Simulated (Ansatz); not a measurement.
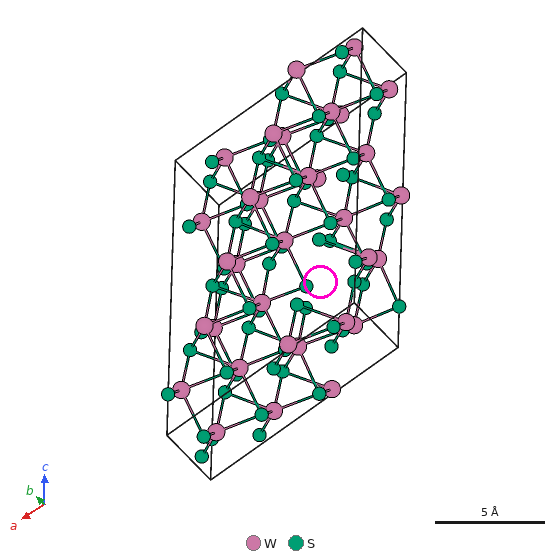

View from a general direction, drawn as a ball-and-stick model. Lines trace the edges of the supercell. The host is WS2, in a cell of 72 sites, and the cell is neutral. A ring marks the defect's site.

**Which defect is modelled here, and what are its neighbours?**

A tungsten vacancy. Around the empty site lie six S at about 2.5 Å.

Method used: DFT PBE, scalar-relativistic, plane waves, PAW (Ansatz). It ran with a kinetic-energy cutoff of 420 eV, k-mesh 1×1×1, Gaussian smearing of 0.01 eV, collinear spins.

**Is the defect spin-polarised?**

No net moment.

The atoms were relaxed in the host's cell with Ansatz 0.2.0, DFT PBE, scalar-relativistic, plane waves, PAW.
